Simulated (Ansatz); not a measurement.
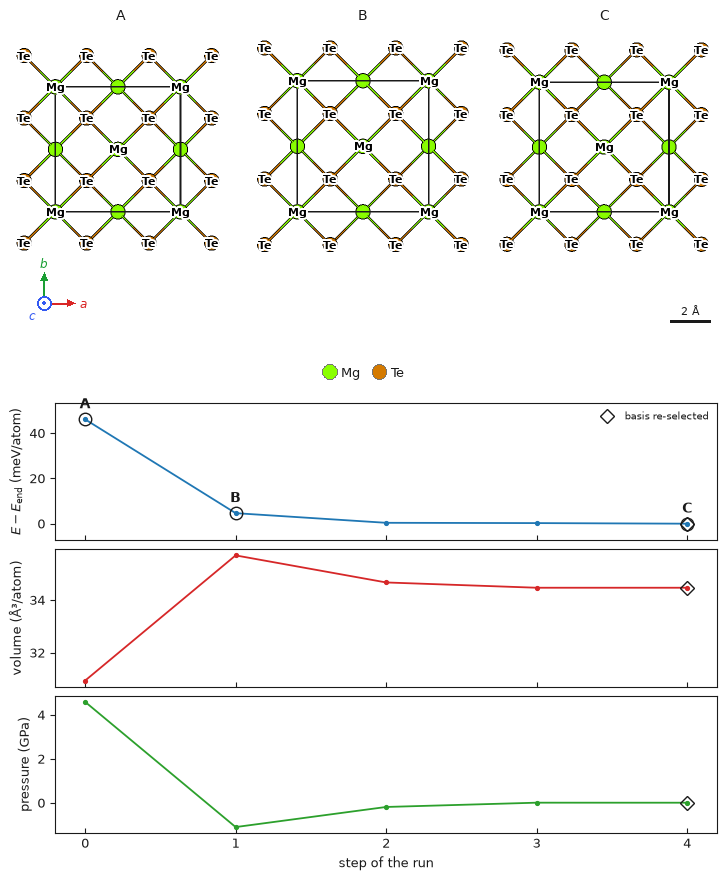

Frames of a relaxation of crystalline MgTe (built on the zincblende type), marked on the history of the run. A ball-and-stick model of the conventional cell (4 times the calculation's cell), seen along the c axis. Lengths and directions refer to the drawn axes.

Method: DFT, PBE, plane waves, PAW (Ansatz).

The input:
```yaml
crystal:
  lattice:
    - [0.0, 3.1395152938, 3.1395152938]
    - [3.1395152938, 0.0, 3.1395152938]
    - [3.1395152938, 3.1395152938, 0.0]
  atoms:
    - { symbol: Mg, position: [0.0, 0.0, 0.0] }
    - { symbol: Te, position: [0.25, 0.25, 0.25] }
kpoints:
  mp_grid: { grid: [6, 6, 6] }
hamiltonian:
  xc: pbe
scf:
  occupations: { method: fermi_dirac, width: 0.02 }
relax:
  f_tol: 0.005
  cell: {}
output:
  write_density: true
  write_potential: true
  elf: true
  volumetric_format: npy
```

Run as
```bash
ansatz run input.yaml --threads 2 --pin off --max-ram 2211MiB --backend cpu --events-out ev --progress --plain --runs-dir out
```

**Describe the path.**

The energy falls by 46.1 meV per atom in 3 accepted moves (4 points after the start). All forces vanish by symmetry, so only the cell relaxes. Pressure: 4.59 GPa at the start and 0.01 GPa at the end. The SCF was repeated once at an unchanged geometry on a basis and grid sized afresh for the cell, which shifted the energy by 0.3 meV per atom at most. The atoms keep their places relative to the cell (all moves are under 0.005 Å). The volume changes by +11.4 %, with a = b = c 6.279 → 6.509 Å (+3.7 %). Among the contacts that change: Mg1–Te2 2.719 → 2.818 Å. The space group stays F-43m (No. 216). Cost: 4.1 s on 2 threads of Arm Neoverse V2, on a shared host, peak memory 0.33 GiB. From step 0 to 1: volume +15.3 %, energy −41.5 meV per atom. From step 1 to 4: volume −3.4 %, energy −4.7 meV per atom.

```csv
step,"E − E(0), meV/atom","pressure, GPa","volume, Å³/atom",note
0,0.00,4.59,30.945,
1,-41.46,-1.10,35.695,
2,-45.73,-0.18,34.668,
3,-45.85,0.01,34.468,
4,-46.11,0.01,34.468,"same geometry, new basis"
```
